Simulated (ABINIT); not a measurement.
**Geometry relaxation, with input and output: TiB$_{2}$ (part 3 of 3)**

The same run, continued: TiB$_{2}$ (3 atoms in the cell); Kohn-Sham DFT of a periodic cell, LDA-PZ, JTH PAW LDA v2.0, no spin polarisation (ABINIT 10.8.3); cutoff 408.17 eV, 10×10×8 k-mesh, fermi-dirac of 0.05 eV. The structure derives from an entry of the Crystallography Open Database.

Geometry of the input (Å; fractional positions):
```
3.0292  0.0000  0.0000
-1.5146  2.6234  0.0000
0.0000  0.0000  3.2284
Ti 0.0000  0.0000  0.0000
B  0.6667  0.3333  0.5000
B  0.3333  0.6667  0.5000
```

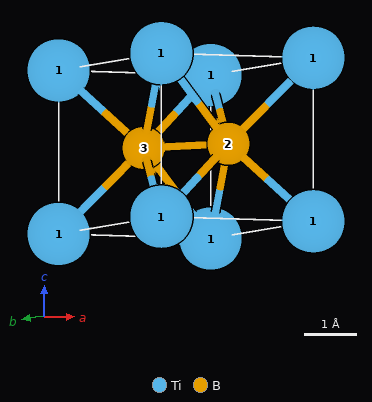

*The starting structure (ball-and-stick view of the cell of the calculation, seen at an oblique angle; atoms are numbered from 1 in the order of the input).*

Summary

| quantity | value |
| --- | --- |
| outcome | converged |
| space group (tolerance 0.01 Å) | P6/mmm (191) |
| electrons treated | 18 |
| free energy | −1758.0462 eV |
| Fermi energy | 10.222 eV |
| gap on the k-point mesh | none (metallic) |
| pressure | 0.00 GPa |
| final volume | 24.67 Å³ |
| largest force (length of the vector) at the end | under 0.001 eV/Å |
| final cell | a = 2.990 Å, b = 2.990 Å, c = 3.187 Å, α = 90.00°, β = 90.00°, γ = 120.00° |
| hardware | 1 thread of Intel Xeon (Sapphire Rapids), 16 GiB of memory available, shared host |
| wall time | 58 s |
| peak memory | 0.1 GiB |
